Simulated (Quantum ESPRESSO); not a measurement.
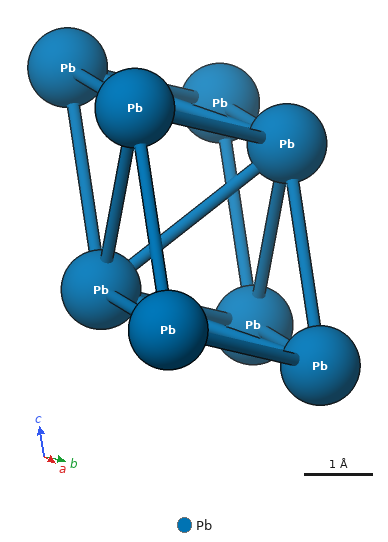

The input geometry (ball-and-stick view of the reduced cell, seen slightly off an axis). An atom can appear more than once, as a periodic image. Near neighbours in the periodic cell (some may lie outside the picture): Pb has 12 Pb at 3.46 to 3.52 Å.

**Pb: relaxation of cell and atoms (part 1 of 2)**

System: Pb (1 atom in the cell).
Method: Kohn-Sham DFT of a periodic cell, PBEsol with D3(BJ), GBRV 1.5 PBEsol, no spin polarisation (Quantum ESPRESSO 7.5).

The structure derives from an entry of the Crystallography Open Database.

## Input
```
&CONTROL
  calculation = 'vc-relax'
  prefix = 'pwscf'
  outdir = './tmp'
  pseudo_dir = './pseudo'
  tprnfor = .true.
  tstress = .true.
  disk_io = 'low'
  nstep = 40
  forc_conv_thr = 0.0004
  etot_conv_thr = 1d-05
/
&SYSTEM
  ibrav = 0
  nat = 1
  ntyp = 1
  ecutwfc = 68
  ecutrho = 540
  nbnd = 13
  occupations = 'smearing'
  smearing = 'mp'
  degauss = 0.00999582
  vdw_corr = 'grimme-d3'
  dftd3_version = 4
  tot_charge = -0.1
/
&ELECTRONS
  conv_thr = 2d-10
  electron_maxstep = 120
  mixing_beta = 0.5
  mixing_mode = 'local-TF'
/
&IONS
  ion_dynamics = 'bfgs'
/
&CELL
  cell_dynamics = 'bfgs'
  press = 0
  press_conv_thr = 0.3
/
ATOMIC_SPECIES
Pb   207.2000 pb_pbesol_v1.uspp.F.UPF
CELL_PARAMETERS bohr
   0.0365352657    4.6541496483    4.6351417058
   4.7297145237   -0.0127491507    4.6844261221
   4.6890244872    4.6627440282    0.0279408858
ATOMIC_POSITIONS bohr
Pb     0.0000000000    0.0000000000    0.0000000000
K_POINTS automatic
6 6 6 0 0 0
```

Run on 1 thread of Intel Xeon (Granite Rapids), 16 GiB of memory available, shared host.

Command:
```bash
OMP_NUM_THREADS=1 pw.x -in pw.in > pw.out
```

## What the program printed
```
This program is part of the open-source Quantum ESPRESSO suite
     for quantum simulation of materials; please cite
         "P. Giannozzi et al., J. Phys.:Condens. Matter 21 395502 (2009);
         "P. Giannozzi et al., J. Phys.:Condens. Matter 29 465901 (2017);
         "P. Giannozzi et al., J. Chem. Phys. 152 154105 (2020);
          URL
     in publications or presentations arising from this work. More details at

     Message from routine setup:
     using ibrav=0 with symmetry is DISCOURAGED, use correct ibrav instead

     G-vector sticks info
     --------------------
     sticks:   dense  smooth     PW     G-vecs:    dense   smooth      PW
     Sum        1633     825    253                43149    15401    2705

     Using Slab Decomposition

     bravais-lattice index     =            0
     lattice parameter (alat)  =       6.5686  a.u.
     unit-cell volume          =     203.3151 (a.u.)^3
     number of atoms/cell      =            1
     number of atomic types    =            1
     number of electrons       =        14.10
     number of Kohn-Sham states=           13
     kinetic-energy cutoff     =      68.0000  Ry
     charge density cutoff     =     540.0000  Ry
     scf convergence threshold =      2.0E-10
     mixing beta               =       0.5000
     number of iterations used =            8  local-TF  mixing
     energy convergence thresh.=      1.0E-05
     force convergence thresh. =      4.0E-04
     press convergence thresh. =      3.0E-01
     Exchange-correlation= SLA  PW   PSX  PSC
                           (   1   4  10   8   0   0   0)
     nstep                     =           40

     celldm(1)=   6.568636  celldm(2)=   0.000000  celldm(3)=   0.000000
     celldm(4)=   0.000000  celldm(5)=   0.000000  celldm(6)=   0.000000

     crystal axes: (cart. coord. in units of alat)
               a(1) = (   0.005562   0.708541   0.705647 )
               a(2) = (   0.720045  -0.001941   0.713150 )
               a(3) = (   0.713851   0.709850   0.004254 )

     reciprocal axes: (cart. coord. in units 2 pi/alat)
               b(1) = ( -0.705685  0.705381  0.714427 )
               b(2) = (  0.694048 -0.702151  0.699560 )
               b(3) = (  0.706282  0.702748 -0.711197 )

     PseudoPot. # 1 for Pb read from file:
     pb_pbesol_v1.uspp.F.UPF
     Pseudo is Ultrasoft + core correction, Zval = 14.0
     Generated by new atomic code, or converted to UPF format
     Using radial grid of  899 points,  6 beta functions with:
                l(1) =   0
                l(2) =   0
                l(3) =   1
                l(4) =   1
                l(5) =   2
                l(6) =   2
     Q(r) pseudized with  6 coefficients,  rinner =    1.000   1.000   1.000
                                                       1.000   1.000

     atomic species   valence    mass     pseudopotential
     Pb               14.00   207.20000     Pb( 1.00)

      2 Sym. Ops., with inversion, found

   Cartesian axes

     site n.     atom                  positions (alat units)
         1        Pb     tau(   1) = (   0.0000000   0.0000000   0.0000000  )

     --------------------------------------------
     DFT-D3 Dispersion Correction (3-body terms):
     --------------------------------------------
       Reference C6 values for interpolation:

         atom   Coordination number   C6
         Pb         0.000          1477.63
         Pb         0.938          1266.00
         Pb         1.936          1088.91
         Pb         2.908          1048.37
         Pb         3.910           910.57

       Values used:

         atom   Coordination number  R0_AB[au]  C6      C8
         Pb         5.734            4.041    910.57 144158.12

         Molecular C6 ( Ry / a.u.^6 ) =       910.57

     number of k points=   112  Methfessel-Paxton smearing, width (Ry)=  0.0100

     Number of k-points >= 100: set verbosity='high' to print them.

     Dense  grid:    43149 G-vectors     FFT dimensions: (  50,  50,  50)

     Smooth grid:    15401 G-vectors     FFT dimensions: (  36,  36,  36)

     Initial potential from superposition of free atoms

     starting charge      13.9979, renormalised to      14.1000

     negative rho (up, down):  1.587E-02 0.000E+00
     Starting wfcs are    9 randomized atomic wfcs +    4 random wfcs

     Self-consistent Calculation

     iteration #  1     ecut=    68.00 Ry     beta= 0.50
     Davidson diagonalization with overlap
     ethr =  1.00E-02,  avg # of iterations =  4.7

     Threshold (ethr) on eigenvalues was too large:
     Diagonalizing with lowered threshold

     Davidson diagonalization with overlap
     c_bands:  1 eigenvalues not converged
     c_bands:  1 eigenvalues not converged
     ethr =  8.87E-05,  avg # of iterations =  5.9

     negative rho (up, down):  1.554E-02 0.000E+00

     total energy              =    -163.83201197 Ry
     estimated scf accuracy    <       0.01271118 Ry

     iteration #  2     ecut=    68.00 Ry     beta= 0.50
     Davidson diagonalization with overlap
     ethr =  9.02E-05,  avg # of iterations =  1.0

     negative rho (up, down):  1.563E-02 0.000E+00

     total energy              =    -163.82904204 Ry
     estimated scf accuracy    <       0.00513405 Ry

     iteration #  3     ecut=    68.00 Ry     beta= 0.50
     Davidson diagonalization with overlap
     ethr =  3.64E-05,  avg # of iterations =  3.5

     negative rho (up, down):  1.652E-02 0.000E+00

     total energy              =    -163.83005786 Ry
     estimated scf accuracy    <       0.00007003 Ry

     iteration #  4     ecut=    68.00 Ry     beta= 0.50
     Davidson diagonalization with overlap
     c_bands:  1 eigenvalues not converged
     c_bands:  1 eigenvalues not converged
     c_bands:  1 eigenvalues not converged
     c_bands:  1 eigenvalues not converged
     c_bands:  1 eigenvalues not converged
     c_bands:  1 eigenvalues not converged
     c_bands:  1 eigenvalues not converged
     c_bands:  1 eigenvalues not converged
     ethr =  4.97E-07,  avg # of iterations = 11.4

     negative rho (up, down):  1.650E-02 0.000E+00

     total energy              =    -163.83008315 Ry
     estimated scf accuracy    <       0.00000030 Ry

     iteration #  5     ecut=    68.00 Ry     beta= 0.50
     Davidson diagonalization with overlap
     ethr =  2.12E-09,  avg # of iterations =  3.1

     negative rho (up, down):  1.644E-02 0.000E+00

     total energy              =    -163.83008348 Ry
     estimated scf accuracy    <       0.00000014 Ry

     iteration #  6     ecut=    68.00 Ry     beta= 0.50
     Davidson diagonalization with overlap
     ethr =  9.72E-10,  avg # of iterations =  1.2

     negative rho (up, down):  1.644E-02 0.000E+00

     total energy              =    -163.83008348 Ry
     estimated scf accuracy    <          8.2E-09 Ry

     iteration #  7     ecut=    68.00 Ry     beta= 0.50
     Davidson diagonalization with overlap
     ethr =  5.81E-11,  avg # of iterations =  2.8

     negative rho (up, down):  1.645E-02 0.000E+00

     total energy              =    -163.83008349 Ry
     estimated scf accuracy    <          2.1E-09 Ry

     iteration #  8     ecut=    68.00 Ry     beta= 0.50
     Davidson diagonalization with overlap
     ethr =  1.51E-11,  avg # of iterations =  2.1

     negative rho (up, down):  1.645E-02 0.000E+00

     End of self-consistent calculation

     Number of k-points >= 100: set verbosity='high' to print the bands.

     the Fermi energy is    11.3760 ev

!    total energy              =    -163.83008349 Ry
     estimated scf accuracy    <          8.4E-12 Ry
     smearing contrib. (-TS)   =       0.00009889 Ry
     internal energy E=F+TS    =    -163.83018238 Ry

     The total energy is F=E-TS. E is the sum of the following terms:
     one-electron contribution =     -30.49443982 Ry
     hartree contribution      =      26.10660460 Ry
     xc contribution           =     -63.14095480 Ry
     ewald contribution        =     -96.27024262 Ry
     DFT-D3 Dispersion         =      -0.03114973 Ry

     convergence has been achieved in   8 iterations

     negative rho (up, down):  1.645E-02 0.000E+00

     Forces acting on atoms (cartesian axes, Ry/au):

     atom    1 type  1   force =     0.00000000    0.00000000    0.00000000

     Total force =     0.000000     Total SCF correction =     0.000000

     Computing stress (Cartesian axis) and pressure

     negative rho (up, down):  1.645E-02 0.000E+00
          total   stress  (Ry/bohr**3)                   (kbar)     P=       70.50
   0.00048424  -0.00000209   0.00009646           71.23       -0.31       14.19
  -0.00000209   0.00048680  -0.00002971           -0.31       71.61       -4.37
   0.00009646  -0.00002971   0.00046675           14.19       -4.37       68.66

     BFGS Geometry Optimization
     Energy error            =      3.5E-03 Ry
     Gradient error          =      0.0E+00 Ry/Bohr
     Cell gradient error     =      7.2E+01 kbar

     number of scf cycles    =   1
     number of bfgs steps    =   0

     enthalpy           new  =    -163.8300834859 Ry

     new trust radius        =       0.0352023636 bohr
     new conv_thr            =       0.0000000002 Ry

     new unit-cell volume =    210.70976 a.u.^3 (    31.22397 Ang^3 )
     density =     11.01922 g/cm^3

CELL_PARAMETERS (bohr)
   0.047912182   4.707346560   4.685859192
   4.798270123  -0.016630341   4.750502336
   4.745613841   4.719223909   0.036111940

ATOMIC_POSITIONS (bohr)
Pb               0.0000000000        0.0000000000        0.0000000000

     NEW-OLD atomic charge density approx. for the potential
     New effective cutoffs (rho, wfc):  529.77   66.72

     negative rho (up, down):  1.636E-02 0.000E+00

     Self-consistent Calculation

     iteration #  1     ecut=    68.00 Ry     beta= 0.50
     Davidson diagonalization with overlap
     ethr =  1.00E-06,  avg # of iterations =  6.8

     Threshold (ethr) on eigenvalues was too large:
     Diagonalizing with lowered threshold

     Davidson diagonalization with overlap
     ethr =  8.60E-09,  avg # of iterations =  3.8

     negative rho (up, down):  1.632E-02 0.000E+00

     total energy              =    -163.83311804 Ry
     estimated scf accuracy    <       0.00000113 Ry

     iteration #  2     ecut=    68.00 Ry     beta= 0.50
     Davidson diagonalization with overlap
     ethr =  8.02E-09,  avg # of iterations =  2.7

     negative rho (up, down):  1.630E-02 0.000E+00

     total energy              =    -163.83315431 Ry
     estimated scf accuracy    <       0.00000114 Ry

[... 228 further cycles ...]
     iteration #  4     ecut=    68.00 Ry     beta= 0.50
     Davidson diagonalization with overlap
     ethr =  1.30E-13,  avg # of iterations =  5.2

     negative rho (up, down):  1.610E-02 0.000E+00

     End of self-consistent calculation

     Number of k-points >= 100: set verbosity='high' to print the bands.

     the Fermi energy is     8.5296 ev

!    total energy              =    -163.84226595 Ry
     estimated scf accuracy    <          2.0E-12 Ry
     smearing contrib. (-TS)   =       0.00003178 Ry
     internal energy E=F+TS    =    -163.84229773 Ry

     The total energy is F=E-TS. E is the sum of the following terms:
     one-electron contribution =     -40.78368793 Ry
     hartree contribution      =      29.77393004 Ry
     xc contribution           =     -63.03449003 Ry
     ewald contribution        =     -89.76928340 Ry
     DFT-D3 Dispersion         =      -0.02876641 Ry

     convergence has been achieved in   4 iterations

     negative rho (up, down):  1.610E-02 0.000E+00

     Forces acting on atoms (cartesian axes, Ry/au):

     atom    1 type  1   force =     0.00000000    0.00000000    0.00000000

     Total force =     0.000000     Total SCF correction =     0.000000

     Computing stress (Cartesian axis) and pressure

     negative rho (up, down):  1.610E-02 0.000E+00
          total   stress  (Ry/bohr**3)                   (kbar)     P=        0.58
   0.00000314   0.00000094   0.00000058            0.46        0.14        0.09
   0.00000094   0.00000534   0.00000004            0.14        0.78        0.01
   0.00000058   0.00000004   0.00000329            0.09        0.01        0.48

     Energy error            =      6.7E-07 Ry
     Gradient error          =      0.0E+00 Ry/Bohr
     Cell gradient error     =      7.8E-01 kbar

     number of scf cycles    =  38
     number of bfgs steps    =  36

     enthalpy           old  =    -163.8422652844 Ry
     enthalpy           new  =    -163.8422659524 Ry

     CASE: enthalpy          _new < enthalpy          _old

     new trust radius        =       0.0024734427 bohr
     new conv_thr            =            2.0E-12 Ry

     new unit-cell volume =    248.83139 a.u.^3 (    36.87301 Ang^3 )
     density =      9.33105 g/cm^3

CELL_PARAMETERS (bohr)
   0.449469901   4.758881856   4.668904895
   5.312476983  -0.098859355   5.208767095
   5.218537709   5.224327104   0.011220043

ATOMIC_POSITIONS (bohr)
Pb               0.0000000000        0.0000000000        0.0000000000

     NEW-OLD atomic charge density approx. for the potential
     New effective cutoffs (rho, wfc):  566.77   71.64

     Check: negative core charge=   -0.000002
```
